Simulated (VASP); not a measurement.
ZnO: geometry relaxation (part 3 of 3)

The same run, continued: ZnO (P6₃mc, 4 atoms in the cell); Kohn-Sham DFT of a periodic cell, r2SCAN, VASP PAW PBE potentials, recommended, no spin polarisation (VASP 6.6.1); cutoff 600 eV, 9×9×5 k-mesh, Gaussian smearing of 0.03 eV. The structure derives from an entry of the Crystallography Open Database.

Geometry of the input (Å; fractional positions):
```
3.2493  0.0000  0.0000
-1.6247  2.8140  0.0000
0.0000  0.0000  5.2057
Zn 0.3333  0.6667  0.5000
Zn 0.6667  0.3333  0.0000
O  0.6667  0.3333  0.3790
O  0.3333  0.6667  0.8790
```

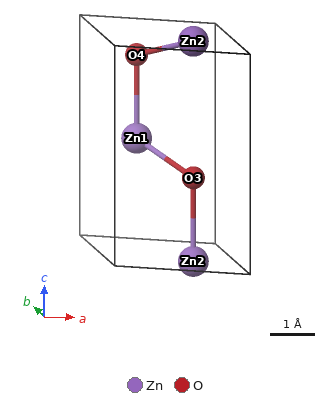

Fig. 1: The geometry at step 3 of the log (ball-and-stick view of the cell of the calculation, seen slightly off an axis; atoms are numbered from 1 in the order of the input).

Parts of OUTCAR, continued
```
  FORCE on cell =-STRESS in cart. coord.  units (eV):
  Direction    XX          YY          ZZ          XY          YZ          ZX
  --------------------------------------------------------------------------------------
  -------------------------------------------------------------------------------------
  Total        0.0175417      0.0175417      0.0651132      0.0000000      0.0000000      0.0000000
  in kB        0.5925217      0.5925217      2.1993897      0.0000000      0.0000000      0.0000000
  external PRESSURE =       1.1281444 kB  Pullay stress =       0.0000000 kB

 VOLUME and BASIS-vectors are now :
 -----------------------------------------------------------------------------
  energy-cutoff  :      600.00
  volume of cell :       47.43
      direct lattice vectors                 reciprocal lattice vectors
     3.241182387  0.000000000 -0.000000000     0.308529382  0.178129522  0.000000000
    -1.620591194  2.806946283  0.000000000     0.000000000  0.356259044  0.000000000
    -0.000000000  0.000000000  5.213622423     0.000000000  0.000000000  0.191805221

 POSITION                                       TOTAL-FORCE (eV/Angst)
 -----------------------------------------------------------------------------------
     -0.00000      1.87130      2.60447        -0.000000      0.000000      0.004603
      1.62059      0.93565      5.21128         0.000000     -0.000000      0.004603
      1.62059      0.93565      1.97836        -0.000000     -0.000000     -0.004603
     -0.00000      1.87130      4.58517         0.000000     -0.000000     -0.004603
 -----------------------------------------------------------------------------------
    total drift:                                0.000004     -0.000002      0.057051

  FREE ENERGIE OF THE ION-ELECTRON SYSTEM (eV)
  ---------------------------------------------------
  free  energy   TOTEN  =       -36.3241806779 eV

  energy  without entropy=      -36.3241806779  energy(sigma->0) =      -36.32418068

--------------------------------------- Ionic step        6  -------------------------------------------

 number of electron      36.0000008 magnetization

------------------------ aborting loop because EDIFF is reached ----------------------------------------

  FORCE on cell =-STRESS in cart. coord.  units (eV):
  Direction    XX          YY          ZZ          XY          YZ          ZX
  --------------------------------------------------------------------------------------
  -------------------------------------------------------------------------------------
  Total       -0.0156908     -0.0156908     -0.0256216      0.0000000     -0.0000000      0.0000000
  in kB       -0.5294775     -0.5294775     -0.8645880      0.0000000     -0.0000000      0.0000000
  external PRESSURE =      -0.6411810 kB  Pullay stress =       0.0000000 kB

 VOLUME and BASIS-vectors are now :
 -----------------------------------------------------------------------------
  energy-cutoff  :      600.00
  volume of cell :       47.48
      direct lattice vectors                 reciprocal lattice vectors
     3.241475905  0.000000000  0.000000000     0.308501445  0.178113392  0.000000000
    -1.620737952  2.807200476 -0.000000000    -0.000000000  0.356226785 -0.000000000
    -0.000000000  0.000000000  5.217850167    -0.000000000  0.000000000  0.191649811

 POSITION                                       TOTAL-FORCE (eV/Angst)
 -----------------------------------------------------------------------------------
     -0.00000      1.87147      2.60669        -0.000000      0.000000      0.010341
      1.62074      0.93573      5.21561        -0.000000      0.000000      0.010341
      1.62074      0.93573      1.97985         0.000000     -0.000000     -0.010341
     -0.00000      1.87147      4.58878         0.000000     -0.000000     -0.010341
 -----------------------------------------------------------------------------------
    total drift:                                0.000004     -0.000002      0.057124

  FREE ENERGIE OF THE ION-ELECTRON SYSTEM (eV)
  ---------------------------------------------------
  free  energy   TOTEN  =       -36.3241480136 eV

  energy  without entropy=      -36.3241480136  energy(sigma->0) =      -36.32414801

--------------------------------------- Ionic step        7  -------------------------------------------

 number of electron      36.0000008 magnetization

 Free energy of the ion-electron system (eV)
  ---------------------------------------------------
  ext. energy  EPLUGINS =         0.00000000
  ---------------------------------------------------
  free energy    TOTEN  =       -36.32416058 eV

  energy without entropy =      -36.32416058  energy(sigma->0) =      -36.32416058

 E-fermi :   1.0700     XC(G=0): -11.6774     alpha+bet : -7.9250

 val. band max:        0.8715893403   @ k =   0.0000   0.0000   0.0000
 cond. band min:       2.1004200184   @ k =   0.0000   0.0000   0.0000
 fundamental gap:      1.2288306781
 Fermi energy:         1.0700249813

 k-point     1 :       0.0000    0.0000    0.0000
  band No.  band energies     occupation
      1     -18.2327      2.00000
      2     -17.5428      2.00000
      3      -4.9614      2.00000
      4      -4.9613      2.00000
      5      -4.9041      2.00000
      6      -4.8385      2.00000
      7      -4.7543      2.00000
      8      -4.7541      2.00000
      9      -3.6804      2.00000
     10      -3.6803      2.00000
     11      -3.4730      2.00000
     12      -3.4730      2.00000
     13      -3.2116      2.00000
     14       0.0606      2.00000
     15       0.0607      2.00000
     16       0.7784      2.00000
     17       0.8716      2.00000
     18       0.8716      2.00000
     19       2.1004      0.00000
     20       6.7241      0.00000
     21       9.6930      0.00000
     22      14.5695      0.00000

 k-point     2 :       0.1111    0.0000    0.0000
  band No.  band energies     occupation
      1     -18.1680      2.00000
      2     -17.5142      2.00000
      3      -5.0331      2.00000
      4      -4.9205      2.00000
      5      -4.8628      2.00000
      6      -4.7865      2.00000
      7      -4.7076      2.00000
      8      -4.6968      2.00000
      9      -3.7086      2.00000
     10      -3.6839      2.00000
     11      -3.4668      2.00000
     12      -3.4199      2.00000
     13      -3.2270      2.00000
     14      -0.3771      2.00000
     15      -0.1070      2.00000
     16       0.2311      2.00000
     17       0.6949      2.00000
     18       0.7810      2.00000
     19       2.9089      0.00000
     20       7.2376      0.00000
     21       9.6750      0.00000
     22      13.3036      0.00000

 k-point     3 :       0.2222    0.0000    0.0000
  band No.  band energies     occupation
      1     -17.9957      2.00000
      2     -17.4459      2.00000
      3      -5.1714      2.00000
      4      -4.8494      2.00000
      5      -4.8233      2.00000
      6      -4.7064      2.00000
      7      -4.5372      2.00000
      8      -4.4234      2.00000
      9      -3.7775      2.00000
     10      -3.6710      2.00000
     11      -3.4540      2.00000
     12      -3.3059      2.00000
     13      -3.2197      2.00000
     14      -1.3731      2.00000
     15      -0.6203      2.00000
     16      -0.5314      2.00000
     17       0.4402      2.00000
     18       0.5392      2.00000
     19       4.2344      0.00000
     20       8.3318      0.00000
     21       9.6065      0.00000
     22      11.5426      0.00000

 k-point     4 :       0.3333    0.0000    0.0000
  band No.  band energies     occupation
      1     -17.7776      2.00000
      2     -17.3824      2.00000
      3      -5.2421      2.00000
      4      -4.8887      2.00000
      5      -4.7313      2.00000
      6      -4.5253      2.00000
      7      -4.3211      2.00000
      8      -4.1623      2.00000
      9      -3.7778      2.00000
     10      -3.6086      2.00000
     11      -3.4390      2.00000
     12      -3.3054      2.00000
     13      -3.0247      2.00000
     14      -2.3168      2.00000
     15      -1.4044      2.00000
     16      -1.0346      2.00000
     17       0.0352      2.00000
     18       0.2437      2.00000
     19       5.6467      0.00000
     20       9.0227      0.00000
     21       9.3890      0.00000
     22      10.3620      0.00000

 k-point     5 :       0.4444    0.0000    0.0000
  band No.  band energies     occupation
      1     -17.6068      2.00000
      2     -17.3647      2.00000
      3      -5.1899      2.00000
      4      -4.9343      2.00000
      5      -4.6858      2.00000
      6      -4.3350      2.00000
      7      -4.2157      2.00000
      8      -4.1531      2.00000
      9      -3.6621      2.00000
     10      -3.5271      2.00000
     11      -3.4247      2.00000
     12      -3.2933      2.00000
     13      -3.0100      2.00000
     14      -2.6169      2.00000
     15      -1.9276      2.00000
     16      -1.3953      2.00000
     17      -0.3587      2.00000
     18       0.0374      2.00000
     19       6.9437      0.00000
     20       8.5268      0.00000
     21       8.9807      0.00000
     22      10.1617      0.00000

 [... the levels of 18 k-points are left out ...]

 k-point    24 :       0.3333    0.3333    0.2000
  band No.  band energies     occupation
      1     -17.4183      2.00000
      2     -17.4183      2.00000
      3      -4.9407      2.00000
      4      -4.7053      2.00000
      5      -4.7052      2.00000
      6      -4.3709      2.00000
      7      -4.0549      2.00000
      8      -4.0549      2.00000
      9      -3.7359      2.00000
     10      -3.6342      2.00000
     11      -3.3966      2.00000
     12      -3.3966      2.00000
     13      -2.7435      2.00000
     14      -2.7435      2.00000
     15      -2.6854      2.00000
     16      -1.0802      2.00000
     17      -0.8370      2.00000
     18      -0.8370      2.00000
     19       9.0925      0.00000
     20       9.3487      0.00000
     21       9.3487      0.00000
     22       9.5138      0.00000

 [... further k-points ...]

------------------------ aborting loop because EDIFF is reached ----------------------------------------

  FORCE on cell =-STRESS in cart. coord.  units (eV):
  Direction    XX          YY          ZZ          XY          YZ          ZX
  --------------------------------------------------------------------------------------
  -------------------------------------------------------------------------------------
  Total       -0.0108216     -0.0108216     -0.0091997      0.0000000      0.0000000      0.0000000
  in kB       -0.3652583     -0.3652583     -0.3105152      0.0000000      0.0000000      0.0000000
  external PRESSURE =      -0.3470106 kB  Pullay stress =       0.0000000 kB

 VOLUME and BASIS-vectors are now :
 -----------------------------------------------------------------------------
  energy-cutoff  :      600.00
  volume of cell :       47.47
      direct lattice vectors                 reciprocal lattice vectors
     3.241402973  0.000000000 -0.000000000     0.308508386  0.178117400  0.000000000
    -1.620701486  2.807137315 -0.000000000    -0.000000000  0.356234800 -0.000000000
    -0.000000000  0.000000000  5.216799674     0.000000000  0.000000000  0.191688403

 POSITION                                       TOTAL-FORCE (eV/Angst)
 -----------------------------------------------------------------------------------
     -0.00000      1.87142      2.60614        -0.000000      0.000000      0.009222
      1.62070      0.93571      5.21454        -0.000000      0.000000      0.009222
      1.62070      0.93571      1.97948         0.000000     -0.000000     -0.009222
     -0.00000      1.87142      4.58788         0.000000     -0.000000     -0.009222
 -----------------------------------------------------------------------------------
    total drift:                                0.000004     -0.000002      0.056000

  FREE ENERGIE OF THE ION-ELECTRON SYSTEM (eV)
  ---------------------------------------------------
  free  energy   TOTEN  =       -36.3241605820 eV

  energy  without entropy=      -36.3241605820  energy(sigma->0) =      -36.32416058

 reached required accuracy - stopping structural energy minimisation
```

CONTCAR
```
ZnO
   1.00000000000000
     3.2414029725498796    0.0000000000000000   -0.0000000000000000
    -1.6207014862749398    2.8071373154304395   -0.0000000000000000
    -0.0000000000000000    0.0000000000000000    5.2167996739910141
  Zn              O
     2     2
Direct
     0.3333333300000021    0.6666666699999979    0.4995662651331103
     0.6666666699999979    0.3333333300000021    0.9995662651331101
     0.6666666699999979    0.3333333300000021    0.3794437348668907
     0.3333333300000021    0.6666666699999979    0.8794437348668909

  0.00000000E+00  0.00000000E+00  0.00000000E+00
  0.00000000E+00  0.00000000E+00  0.00000000E+00
  0.00000000E+00  0.00000000E+00  0.00000000E+00
  0.00000000E+00  0.00000000E+00  0.00000000E+00
```

Trajectory as extended XYZ (Å, eV, eV/Å), 7 frames, from step=0 to step=6
```
4
Lattice="3.2493 0.0000 0.0000 -1.6247 2.8140 0.0000 0.0000 0.0000 5.2057" Properties=species:S:1:pos:R:3:forces:R:3 step=0 energy=-36.32291
Zn    0.0000    1.8760    2.6029    0.0000   0.0000  -0.0657
Zn    1.6247    0.9380    0.0000    0.0000   0.0000  -0.0657
O     1.6247    0.9380    1.9730    0.0000   0.0000   0.0657
O     0.0000    1.8760    4.5759    0.0000   0.0000   0.0657
4
Lattice="3.2383 0.0000 -0.0000 -1.6191 2.8044 0.0000 -0.0000 0.0000 5.2164" Properties=species:S:1:pos:R:3:forces:R:3 step=1 energy=-36.32407
Zn    0.0000    1.8696    2.6050    0.0000   0.0000   0.0287
Zn    1.6191    0.9348    5.2133    0.0000   0.0000   0.0287
O     1.6191    0.9348    1.9803    0.0000   0.0000  -0.0287
O     0.0000    1.8696    4.5885    0.0000   0.0000  -0.0287
4
Lattice="3.2408 0.0000 -0.0000 -1.6204 2.8066 0.0000 -0.0000 0.0000 5.2140" Properties=species:S:1:pos:R:3:forces:R:3 step=2 energy=-36.32418
Zn    0.0000    1.8711    2.6046    0.0000   0.0000   0.0078
Zn    1.6204    0.9355    5.2116    0.0000   0.0000   0.0078
O     1.6204    0.9355    1.9786    0.0000   0.0000  -0.0078
O     0.0000    1.8711    4.5856    0.0000   0.0000  -0.0078
4
Lattice="3.2413 0.0000 -0.0000 -1.6207 2.8071 0.0000 -0.0000 0.0000 5.2135" Properties=species:S:1:pos:R:3:forces:R:3 step=3 energy=-36.32418
Zn    0.0000    1.8714    2.6044    0.0000   0.0000   0.0029
Zn    1.6207    0.9357    5.2112    0.0000   0.0000   0.0029
O     1.6207    0.9357    1.9783    0.0000   0.0000  -0.0029
O     0.0000    1.8714    4.5850    0.0000   0.0000  -0.0029
4
Lattice="3.2412 0.0000 -0.0000 -1.6206 2.8069 0.0000 -0.0000 0.0000 5.2136" Properties=species:S:1:pos:R:3:forces:R:3 step=4 energy=-36.32418
Zn    0.0000    1.8713    2.6045    0.0000   0.0000   0.0046
Zn    1.6206    0.9356    5.2113    0.0000   0.0000   0.0046
O     1.6206    0.9356    1.9784    0.0000   0.0000  -0.0046
O     0.0000    1.8713    4.5852    0.0000   0.0000  -0.0046
4
Lattice="3.2415 0.0000 0.0000 -1.6207 2.8072 -0.0000 -0.0000 0.0000 5.2179" Properties=species:S:1:pos:R:3:forces:R:3 step=5 energy=-36.32415
Zn    0.0000    1.8715    2.6067    0.0000   0.0000   0.0103
Zn    1.6207    0.9357    5.2156    0.0000   0.0000   0.0103
O     1.6207    0.9357    1.9799    0.0000   0.0000  -0.0103
O     0.0000    1.8715    4.5888    0.0000   0.0000  -0.0103
4
Lattice="3.2414 0.0000 -0.0000 -1.6207 2.8071 -0.0000 -0.0000 0.0000 5.2168" Properties=species:S:1:pos:R:3:forces:R:3 step=6 energy=-36.32416
Zn    0.0000    1.8714    2.6061    0.0000   0.0000   0.0092
Zn    1.6207    0.9357    5.2145    0.0000   0.0000   0.0092
O     1.6207    0.9357    1.9795    0.0000   0.0000  -0.0092
O     0.0000    1.8714    4.5879    0.0000   0.0000  -0.0092
```

Key numbers

| quantity | value |
| --- | --- |
| outcome | converged |
| space group (tolerance 0.01 Å) | P6₃mc (186) |
| electrons treated | 36 |
| free energy | −36.3242 eV |
| Fermi energy | 1.070 eV |
| gap on the k-point mesh | 1.23 eV |
| pressure | −0.03 GPa |
| final volume | 47.47 Å³ |
| largest force (length of the vector) at the end | 0.009 eV/Å |
| final cell | a = 3.241 Å, b = 3.241 Å, c = 5.217 Å, α = 90.00°, β = 90.00°, γ = 120.00° |
| hardware | 1 thread of Intel Xeon (Granite Rapids), 64 GiB of memory available, shared host |
| wall time | 7.1 min |
| peak memory | 0.21 GiB |
